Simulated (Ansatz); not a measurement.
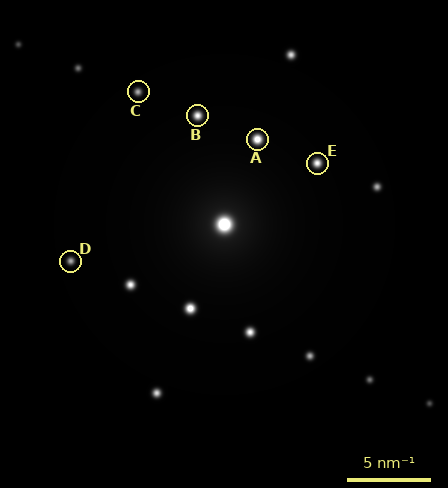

The pattern is a kinematic simulation for 200 kV electrons (no multiple scattering; isotropic B = 0.5 Å²). The zone axis points towards the electron source and the pattern is seen from the source side.

B, space group Pm-3n (No. 223), a = 3.648 Å. Structure: the geometry relaxed with DFT PBEsol, scalar-relativistic, plane waves, PAW in Ansatz 0.2.0; the starting structure was generated, so it need not be a known form of this composition.

Spot A is indexed 0 0 -2 and spot B -1 1 -2.

Q: Give hkl for C, D, E.

A: C = −A + 2B = -2 2 -2 (d = 1.053 Å). D = −3A + 2B = -2 2 2 (d = 1.053 Å). E = 2A − B = 1 -1 -2 (d = 1.489 Å).

Q: Find the zone axis.

A: The cross product of A and B is parallel to [110]; every spot obeys hu + kv + lw = 0.
